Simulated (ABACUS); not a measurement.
# Run report: Si, band-structure run (part 2 of 2)

Continued. System: Si (Fd-3m, 2 atoms in the cell). Method: Kohn-Sham DFT of a periodic cell, RPBE, PseudoDojo NC SR 0.4.1 PBE standard, no spin polarisation (ABACUS 3.10.1); cutoff 489.81 eV, 6×6×6 k-mesh, fermi-dirac of 0.05 eV. The structure derives from a Materials Project entry.

Geometry of the input (Å; fractional positions):
```
0.0000  2.7219  2.7219
2.7219  0.0000  2.7219
2.7219  2.7219  0.0000
Si 0.5000  0.5000  0.5000
Si 0.7500  0.7500  0.7500
```

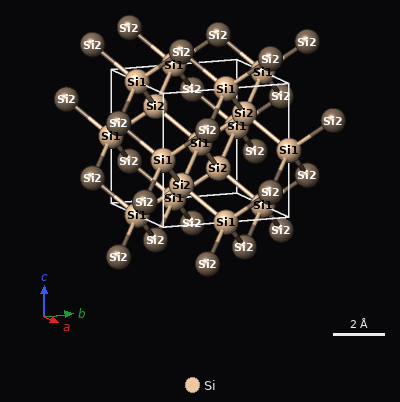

**Figure 1.** The input geometry (ball-and-stick view of the cell 4 times as large as that of the calculation, set on its symmetry axes, seen slightly off an axis; neighbours outside the cell are drawn fainter; atoms are numbered from 1 in the order of the input).

## Log, continued
```
 Density error is 0.00505867560695
                          Error Threshold = 0.000735894303604
----------------------------------------------------------
     Energy           Rydberg                 eV
----------------------------------------------------------
 E_KohnSham     -16.9304858527       -230.3510775054
 E_Harris       -16.8638786136       -229.4448395252
 E_Fermi        0.4694136585         6.3867004745
----------------------------------------------------------

 PW ALGORITHM --------------- ION=   1  ELEC=   3--------------------------------

 Density error is 4.3205948194e-05
                          Error Threshold = 6.32334450869e-05
----------------------------------------------------------
     Energy           Rydberg                 eV
----------------------------------------------------------
 E_KohnSham     -16.9308181759       -230.3555989941
 E_Harris       -16.9283398691       -230.3218799003
 E_Fermi        0.4792954451         6.5211490788
----------------------------------------------------------

 PW ALGORITHM --------------- ION=   1  ELEC=   4--------------------------------

 Density error is 1.42075830952e-06
                          Error Threshold = 5.40074352425e-07
----------------------------------------------------------
     Energy           Rydberg                 eV
----------------------------------------------------------
 E_KohnSham     -16.9308417147       -230.3559192554
 E_Harris       -16.9302852378       -230.3483479993
 E_Fermi        0.4804175137         6.5364156048
----------------------------------------------------------

 PW ALGORITHM --------------- ION=   1  ELEC=   5--------------------------------

 Density error is 7.98706819006e-08
                          Error Threshold = 1.7759478869e-08
----------------------------------------------------------
     Energy           Rydberg                 eV
----------------------------------------------------------
 E_KohnSham     -16.9308428635       -230.3559348856
 E_Harris       -16.9306132692       -230.3528110952
 E_Fermi        0.4806772891         6.5399500313
----------------------------------------------------------

 PW ALGORITHM --------------- ION=   1  ELEC=   6--------------------------------

 Density error is 4.6548613246e-10
                          Error Threshold = 9.98383523757e-10
----------------------------------------------------------
     Energy           Rydberg                 eV
----------------------------------------------------------
 E_KohnSham     -16.9308429127       -230.3559355555
 E_KS(sigma->0) -16.9308422982       -230.3559271948
 E_Harris       -16.9308570249       -230.3561275620
 E_band         0.6719194623         9.1419332848
 E_one_elec     4.8975310011         66.6343277465
 E_Hartree      1.1206643462         15.2474206534
 E_xc           -6.1923779699        -84.2516245600
 E_Ewald        -16.7566590611       -227.9860426740
 E_entropy(-TS) -0.0000012290        -0.0000167214
 E_descf        0.0000000000         0.0000000000
 E_exx          0.0000000000         0.0000000000
 E_Fermi        0.4807523324         6.5409710473
----------------------------------------------------------

 charge density convergence is achieved
 final etot is -230.35593556 eV
 EFERMI = 6.5409710473 eV
The vacuum level is 8.1227648626 eV

 STATE ENERGY(eV) AND OCCUPATIONS    NSPIN == 1
 1/16 kpoint (Cartesian) = 0.0000 0.0000 0.0000 (242 pws)
       1       -5.72116     0.00925926
       2        6.17538     0.00925308
       3        6.17538     0.00925308
       4        6.17538     0.00925308
       5        8.73423    8.24501e-22
       6        8.73423    8.24501e-22
       7        8.73423    8.24501e-22
       8        9.45021    4.97971e-28
       9        13.9017    1.07720e-66
      10        13.9017    1.07720e-66
      11        14.3227    2.37397e-70
      12        17.4991        0.00000
      13        17.4991        0.00000
      14        17.4991        0.00000

 2/16 kpoint (Cartesian) = 0.030616 0.030616 0.030616 (245 pws)
       1       -5.36351      0.0740741
       2        3.80404      0.0740741
       3        5.72709      0.0740741
       4        5.72709      0.0740741
       5        8.52051    4.73831e-19
       6        9.37820    1.68195e-26
       7        9.37820    1.68195e-26
       8        11.5743    1.41531e-45
       9        13.2942    1.62998e-60
      10        13.2942    1.62998e-60
      11        15.4137    6.33867e-79
      12        16.9460        0.00000
      13        19.3326        0.00000
      14        19.3326        0.00000

 3/16 kpoint (Cartesian) = 0.061233 0.061233 0.061233 (250 pws)
       1       -4.35965      0.0740741
       2       0.876145      0.0740741
       3        5.17787      0.0740741
       4        5.17787      0.0740741
       5        7.94288    4.93024e-14
       6        9.69397    3.04119e-29
       7        9.69397    3.04119e-29
       8        14.1129    1.26142e-67
       9        14.1817    3.18572e-68
      10        14.1817    3.18572e-68
      11        15.3649    1.68177e-78
      12        19.8402        0.00000
      13        20.7300        0.00000
      14        20.7300        0.00000

 4/16 kpoint (Cartesian) = 0.091849 0.091849 0.091849 (248 pws)
       1       -3.42273      0.0370370
       2      -0.736372      0.0370370
       3        4.97946      0.0370370
       4        4.97946      0.0370370
       5        7.71969    2.13982e-12
       6        9.53986    3.31566e-28
       7        9.53986    3.31566e-28
       8        14.0578    1.89662e-67
       9        16.7282        0.00000
      10        16.7282        0.00000
      11        17.4945        0.00000
      12        17.4945        0.00000
      13        17.5750        0.00000
      14        19.1149        0.00000

 5/16 kpoint (Cartesian) = 0.0000 0.0000 0.061233 (249 pws)
       1       -5.24169      0.0555556
       2        4.12584      0.0555556
       3        4.99387      0.0555556
       4        4.99387      0.0555556
       5        7.91779    6.10645e-14
       6        10.4727    3.92665e-36
       7        10.5034    2.12775e-36
       8        10.5034    2.12775e-36
       9        12.7792    3.63369e-56
      10        14.4366    1.45875e-70
      11        16.0789    7.93218e-85
      12        18.3161        0.00000
      13        18.3161        0.00000
      14        18.9360        0.00000

 6/16 kpoint (Cartesian) = 0.030616 0.030616 0.091849 (251 pws)
       1       -4.43496       0.222222
       2        1.75238       0.222222
       3        4.20171       0.222222
       4        4.44386       0.222222
       5        8.18454    1.17747e-15
       6        10.2416    1.59900e-33
       7        10.7358    8.15216e-38
       8        11.2418    3.27785e-42
       9        15.2488    5.14989e-77
      10        15.2617    3.97941e-77
      11        16.7127        0.00000
      12        19.1560        0.00000
      13        19.8777        0.00000
      14        21.4432        0.00000

[... levels at 10 further k points ...]

------------------------------------------------------------------------------------------
 TOTAL-FORCE (eV/Angstrom)
------------------------------------------------------------------------------------------
                       Si1         0.0000000000         0.0000000000         0.0000000000
                       Si2         0.0000000000         0.0000000000         0.0000000000
------------------------------------------------------------------------------------------

----------------------------------------------------------------
 TOTAL-STRESS (KBAR)
----------------------------------------------------------------
        19.1127492337         0.0000000000        -0.0000000000
         0.0000000000        19.1127492337        -0.0000000000
         0.0000000000        -0.0000000000        19.1127492337
----------------------------------------------------------------
 TOTAL-PRESSURE: 19.112749 KBAR

 --------------------------------------------
 !FINAL_ETOT_IS -230.3559355555319428 eV
 --------------------------------------------
```

## Standard output
```
ABACUS v3.10.1Local thread limit: 192

               Atomic-orbital Based Ab-initio Computation at UStc

 dft_functional readin is: GGA_X_RPBE+GGA_C_PBE
 dft_functional in pseudopot file is: PBE
 Please make sure this is what you need
 UNIFORM GRID DIM        : 27 * 27 * 27
 UNIFORM GRID DIM(BIG)   : 27 * 27 * 27
func,idGGA_X_RPBE 117
func,idGGA_C_PBE 130
 ---------------------------------------------------------
 Self-consistent calculations for electrons
 ---------------------------------------------------------
 SPIN    KPOINTS         PROCESSORS  THREADS
 1       16              4           4
 ---------------------------------------------------------
 Use plane wave basis
 ---------------------------------------------------------
 ELEMENT NATOM       XC
 Si      2
 ---------------------------------------------------------
 Initial plane wave basis and FFT box
 ---------------------------------------------------------
 -------------------------------------------
 SELF-CONSISTENT :
 -------------------------------------------
 START CHARGE      : atomic
 ITER       ETOT/eV          EDIFF/eV         DRHO     TIME/s
 DA1     -2.30337046e+02   0.00000000e+00   5.8872e-02   0.36
 DA2     -2.30351078e+02  -1.40314460e-02   5.0587e-03   0.10
 DA3     -2.30355599e+02  -4.52148870e-03   4.3206e-05   0.13
 DA4     -2.30355919e+02  -3.20261313e-04   1.4208e-06   0.28
 DA5     -2.30355935e+02  -1.56302287e-05   7.9871e-08   0.21
 DA6     -2.30355936e+02  -6.69888844e-07   4.6549e-10   0.17
----------------------------------------------------------------
 TOTAL-STRESS (KBAR)
----------------------------------------------------------------
        19.1127492337         0.0000000000        -0.0000000000
         0.0000000000        19.1127492337        -0.0000000000
         0.0000000000        -0.0000000000        19.1127492337
----------------------------------------------------------------
 TOTAL-PRESSURE: 19.112749 KBAR
```

## Results in brief

| quantity | value |
| --- | --- |
| outcome | converged |
| space group (tolerance 0.01 Å) | Fd-3m (227) |
| electrons treated | 8 |
| free energy | −230.3559 eV |
| Fermi energy of the self-consistent step | 6.541 eV |
| gap on the k-point mesh | 0.80 eV |
| pressure | 1.91 GPa |
| largest force (length of the vector) | under 0.001 eV/Å |
| hardware | 4 threads of Intel Xeon (Sapphire Rapids), 16 GiB of memory available, shared host |
| wall time | 2.2 s (CPU time 7 s) |
| peak memory | 0.2 GiB |
